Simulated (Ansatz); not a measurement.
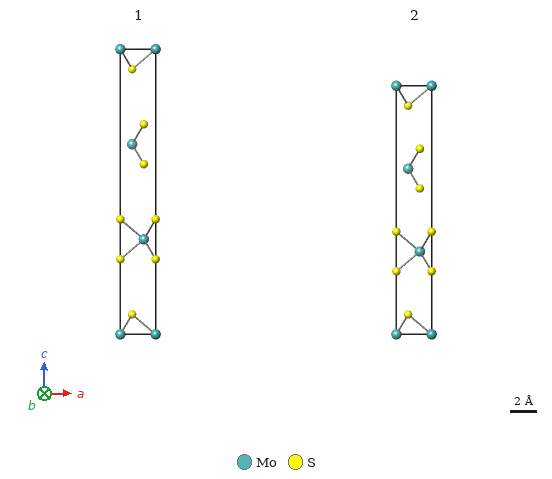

Two geometries of solid MoS2 (set up in R3m), drawn at one scale. One is the start of a relaxation, the other its converged end. Style: ball-and-stick. Shown: the conventional cell (3 times the calculation's cell), along the b axis. Lengths and directions refer to the drawn axes.

Method: Ansatz, DFT PBE, scalar-relativistic, plane waves, PAW. (plane-wave cutoff 420 eV; k-point mesh 12 × 12 × 12; occupations gaussian; smearing width 0.02 eV; no spin polarisation; cell and atoms relaxed; force threshold 0.005 eV/Å; at most 80 steps)

> Which one is relaxed?

Structure 1 is the relaxed one. The energy falls by 17.4 meV per cell of the calculation in 10 accepted moves (12 points after the start). The largest force component goes from 0.16 to 0.0007 eV/Å. The pressure goes from 1.36 to 0.00 GPa. The SCF was repeated twice at an unchanged geometry on a basis and grid sized afresh for the cell, which shifted the energy by 1.4 meV per cell of the calculation at most. The largest moves relative to the cell, 0.22 Å, are those of S atoms. Mo stays in place. The drawn cell changes as follows: a = b 3.184 → 3.185 Å (0.0 %), c 19.446 → 22.315 Å (+14.8 %); the volume changes by +14.8 %. Near-neighbour distances that change, for instance: Mo–S 2.406 → 2.413 Å. The space group stays R3m (No. 160). The run took 65 s on 4 threads of Arm Neoverse V2, on a shared host, peak memory 0.57 GiB.
